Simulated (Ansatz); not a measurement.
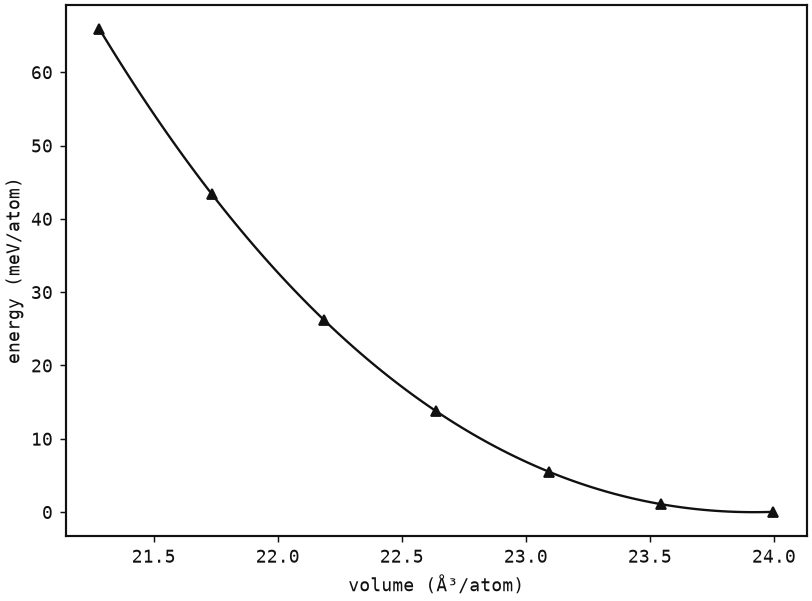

The picture above shows the energy against volume for Ge, space group Fd-3m (No. 227).

Cell as given: a = 4.001 Å, b = 4.001 Å, c = 4.001 Å, α = 60.00°, β = 60.00°, γ = 60.00°; 2 atoms.

Method: plane-wave DFT, no spin polarisation; energies at scaled volumes of the given cell, shape and fractions fixed, counted from the fit's minimum, third-order Birch-Murnaghan fit (Ansatz 0.2.0). Level: PBE.

k mesh 8×8×8; occupations Fermi–Dirac; smearing width 0.05 eV; potentials Ansatz PAW; wave cutoff 420 eV; density cutoff 1680 eV.

Give the values behind the plot as a table.

```json
{"volume (Å³/atom)": "21.28", "energy (meV/atom)": "65.92"}
{"volume (Å³/atom)": "21.73", "energy (meV/atom)": "43.37"}
{"volume (Å³/atom)": "22.19", "energy (meV/atom)": "26.21"}
{"volume (Å³/atom)": "22.64", "energy (meV/atom)": "13.78"}
{"volume (Å³/atom)": "23.09", "energy (meV/atom)": "5.52"}
{"volume (Å³/atom)": "23.54", "energy (meV/atom)": "1.07"}
{"volume (Å³/atom)": "24.00", "energy (meV/atom)": "0.06"}
```

Keep in mind: the fit and the printed pressures don't fully agree, or the minimum lies near the end of the range.
